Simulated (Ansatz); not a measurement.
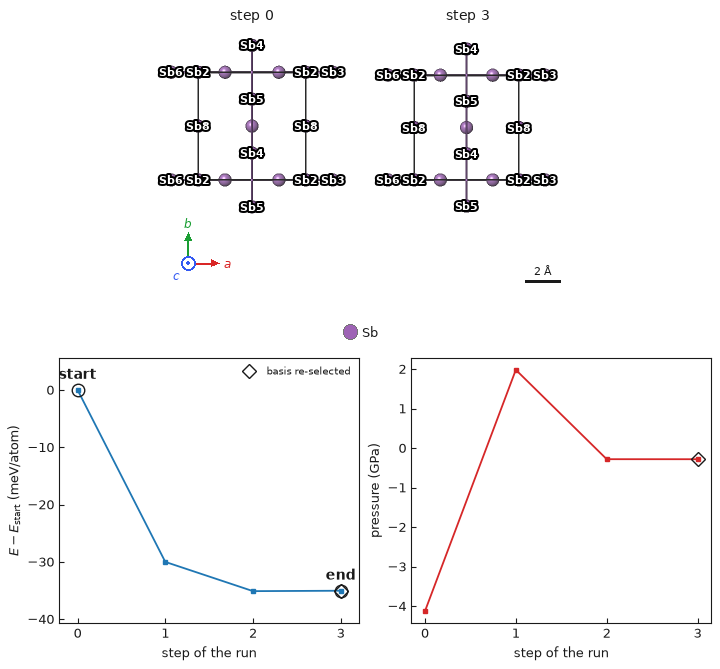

First and last geometry of a relaxation of crystalline Sb (built on the beta-tungsten (A15)_223 type) (coarse preliminary run), with the history of the run. Style: ball-and-stick. Shown: the cell of the calculation, along the c axis.

Case: beta-tungsten (A15) type (Pm-3n, No. 223).

The calculation used Ansatz, DFT r2SCAN, scalar-relativistic, plane waves, PAW. (plane-wave cutoff 500 eV; k-point mesh 4 × 4 × 4; occupations gaussian; smearing width 0.1 eV; no spin polarisation; cell and atoms relaxed; force threshold 0.04 eV/Å; at most 70 steps)

Q: What do the curves and the structures tell?

A: It converged. The atoms keep their places relative to the cell (all moves are under 0.005 Å). The volume changes by −7.9 %, with a = b = c 6.236 → 6.068 Å (−2.7 %). Near-neighbour distances that change, for instance: Sb–Sb 3.118 → 3.034 Å. The space group stays Pm-3n (No. 223). After 2 accepted moves (3 points after the start) the energy has fallen by 35.0 meV per atom. All forces vanish by symmetry, so only the cell relaxes. Pressure: −4.13 GPa at the start and −0.28 GPa at the end. At 1 point the geometry stayed and the basis and grid were re-selected for the new cell (energy shift of 0.1 meV per atom at most each time). The run took roughly 100 core-seconds on a shared host.

```tsv
step	E − E(0), meV/atom	pressure, GPa	volume, Å³/atom	note
0	0.00	-4.13	30.308	
1	-30.02	1.98	26.911	
2	-35.12	-0.28	27.925	
3	-35.05	-0.28	27.925	same geometry, new basis
```
